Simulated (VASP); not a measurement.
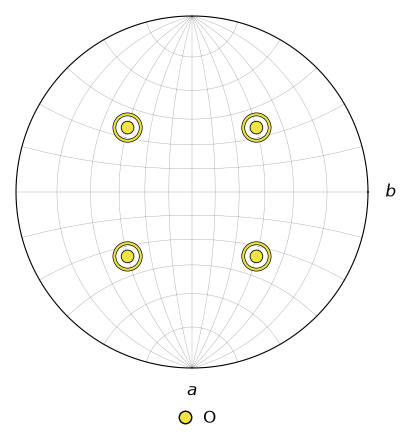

Crystal: SnO₂, coordinates from a relaxation with VASP Kohn-Sham DFT of a periodic cell, r2SCAN, VASP PAW PBE potentials, recommended (VASP). Directions from one tin atom at (0, 0, 0) to its bonded neighbours, in stereographic projection down c (filled: above the plane of the page or in it, open: below). All values are computed from the atomic coordinates in the standard setting (tolerance 0.002 Å).

Neighbours are counted up to 2.50 Å for O.

```cif
data_structure
_symmetry_space_group_name_H-M 'P 1'
_symmetry_Int_Tables_number 1
_cell_length_a 5.0760
_cell_length_b 5.0760
_cell_length_c 5.0760
_cell_angle_alpha 90.000
_cell_angle_beta 90.000
_cell_angle_gamma 90.000
_cell_volume 130.79
loop_
_atom_site_label
_atom_site_type_symbol
_atom_site_fract_x
_atom_site_fract_y
_atom_site_fract_z
_atom_site_occupancy
Sn1 Sn 0.00000 0.00000 0.00000 1
O1 O 0.25000 0.25000 0.75000 1
O2 O 0.25000 0.75000 0.75000 1
Sn2 Sn 0.00000 0.50000 0.50000 1
O3 O 0.25000 0.75000 0.25000 1
O4 O 0.25000 0.25000 0.25000 1
Sn3 Sn 0.50000 0.00000 0.50000 1
O5 O 0.75000 0.25000 0.25000 1
O6 O 0.75000 0.75000 0.25000 1
Sn4 Sn 0.50000 0.50000 0.00000 1
O7 O 0.75000 0.75000 0.75000 1
O8 O 0.75000 0.25000 0.75000 1
```

How many neighbours are there, and at what angles?

8: 8 O at 2.20 Å. Angles between bonds: 71° (12×), 109° (12×), 180° (4×).

What is the site's symmetry in the crystal?

Point group m-3m (Oh), order 48: three fourfold axes, four threefold axes, six twofold axes, nine mirror planes, an inversion centre. In Fm-3m, No. 225 this is Wyckoff position 4a.
